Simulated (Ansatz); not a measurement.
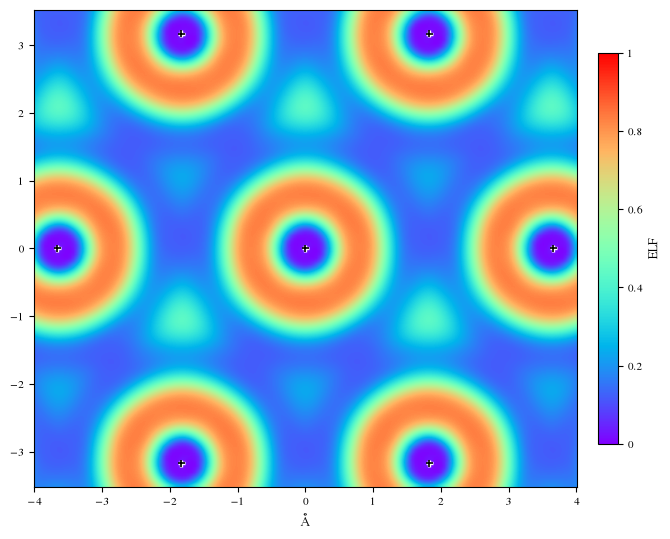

The ELF on a plane through atoms (crosses mark nuclei in the plane).

These are results of DFT, PBEsol, PAW with Ansatz's default frozen-core files, scalar-relativistic; relaxation of cell and atoms (Ansatz), not measurements.

Candidates:
A. C, a = 2.46 Å, b = 2.46 Å, c = 10.81 Å, α = 90.00°, β = 90.00°, γ = 120.00°. Space group R-3m.
B. AgI, a = 4.60 Å, b = 4.60 Å, c = 7.37 Å, α = 90.00°, β = 90.00°, γ = 120.00°. Space group P6₃mc; changed on purpose from its base cell (in-plane strain +0.01, out-of-plane length and atoms relaxed by PAW).
C. La, a = 3.66 Å, b = 3.66 Å, c = 5.96 Å, α = 90.00°, β = 90.00°, γ = 120.00°. Space group P6₃/mmc.

Which system is this?

Candidate C: La on the (001) plane of the conventional cell, which holds La. La–La (3.66 Å): the ELF is about 0.10 at the midpoint; no shared electron pair shows on this line.
